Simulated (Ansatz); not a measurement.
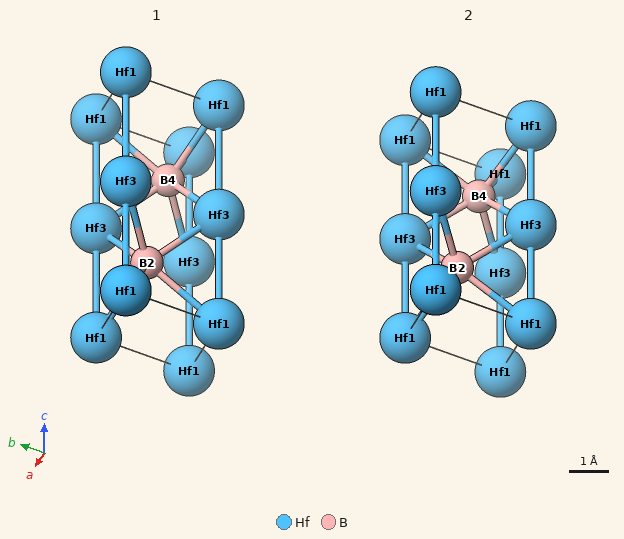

Two geometries of crystalline HfB (a generated structure, set up in P6_3/mmc), drawn at one scale. One is the start of a relaxation, the other its converged end. A ball-and-stick model of the cell of the calculation, seen from a free direction.

The calculation used Ansatz, DFT PBE, scalar-relativistic, plane waves, PAW. (plane-wave cutoff 420 eV; k-point mesh 12 × 12 × 6; occupations gaussian; smearing width 0.1 eV; no spin polarisation; cell and atoms relaxed; force threshold 0.01 eV/Å; at most 45 steps)

Question: Which of the two is the end point?

Answer: Structure 1 is the relaxed one. Case: stacking AA. No atom moves by more than 0.005 Å relative to the cell. The volume changes by +5.3 %, with a = b 3.422 → 3.341 Å (−2.4 %), c 5.568 → 6.150 Å (+10.5 %). Some distances before and after: Hf1–Hf3 2.784 → 3.075 Å, Hf1–Hf1 3.422 → 3.341 Å, B2–Hf3 2.417 → 2.467 Å. Bond angles that change, for instance: Hf1–B2–Hf3 70.3° → 77.1°, Hf1–B2–Hf1 90.1° → 85.3°, Hf1–B2–Hf3 131.7° → 134.0°. The space group stays P6_3/mmc (No. 194). Over 5 accepted moves (7 points after the start) the energy falls by 0.526 eV per cell of the calculation. All forces vanish by symmetry, so only the cell relaxes. Pressure: 9.85 GPa at the start and 0.00 GPa at the end. At 2 points the geometry stayed and the basis and grid were re-selected for the new cell (energy shift of 5.3 meV per cell of the calculation at most each time). Cost: 81 s on 1 thread of Arm Neoverse V1, on a shared host, peak memory 0.43 GiB.
